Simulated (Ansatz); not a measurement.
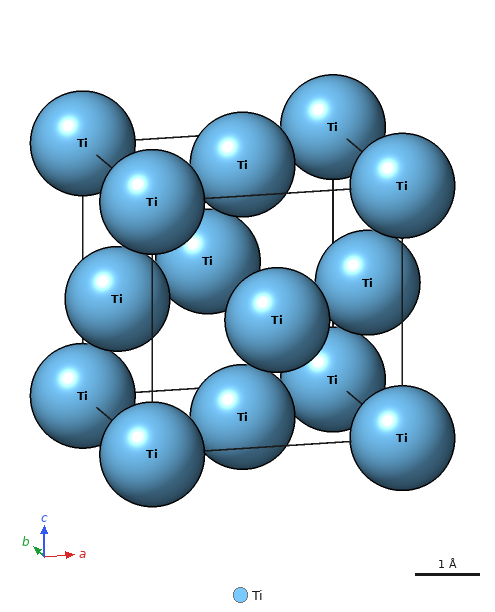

Reference structure: a symmetric starting cell of Ti. A spheres-only model of the conventional cell (4 times the calculation's cell), seen slightly off an axis. Lengths and directions refer to the drawn axes.

Theory: Ansatz 0.2.0, DFT PBE, scalar-relativistic, plane waves, PAW. (plane-wave cutoff 420 eV; k-point mesh 18 × 18 × 18; occupations gaussian; smearing width 0.1 eV; no spin polarisation)

The variant: The cell is strained by +13.3 % along [1 1 1] and −4.7 % across it (volume +2.8 %), the atoms keeping their fractional coordinates. No relaxation follows. The starting cell wasn't computed here and needn't be at equilibrium, so pressure and forces aren't due to the change alone.

Input
```yaml
crystal:
  lattice:
    - [0.2436, 2.177378, 2.177378]
    - [2.177378, 0.2436, 2.177378]
    - [2.177378, 2.177378, 0.2436]
  atoms:
    - { symbol: Ti, position: [0.0, 0.0, 0.0] }
basis:
  ecutwfc: 420
kpoints:
  mp_grid: { grid: [18, 18, 18] }
hamiltonian:
  xc: pbe
scf:
  occupations: { method: gaussian, width: 0.1 }
output:
  forces: true
  stress: true
  eigenvalues: true
  populations: true
```

Run as
```bash
ansatz run input.yaml --threads 1 --pin off --max-ram 1331MiB --backend cpu --events-out ev --progress --plain --runs-dir out
```

What is the effect?

Answer. Near-neighbour distances before and after: Ti–Ti 2.871 → 2.735 to 3.089 Å. The space group (tolerance 0.01 Å) goes from Fm-3m (No. 225) to R-3m (No. 166). The pressure is 1.2 GPa (not all of it need come from the change, since the unchanged cell can be under pressure at this level too). The principal stresses (compression positive) are −7.9 GPa along [1 1 1] and 5.7 GPa across it. All forces vanish by symmetry.

The changed structure in the same view:

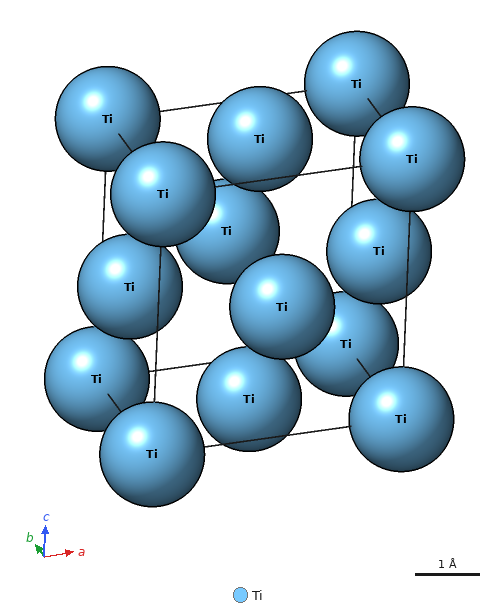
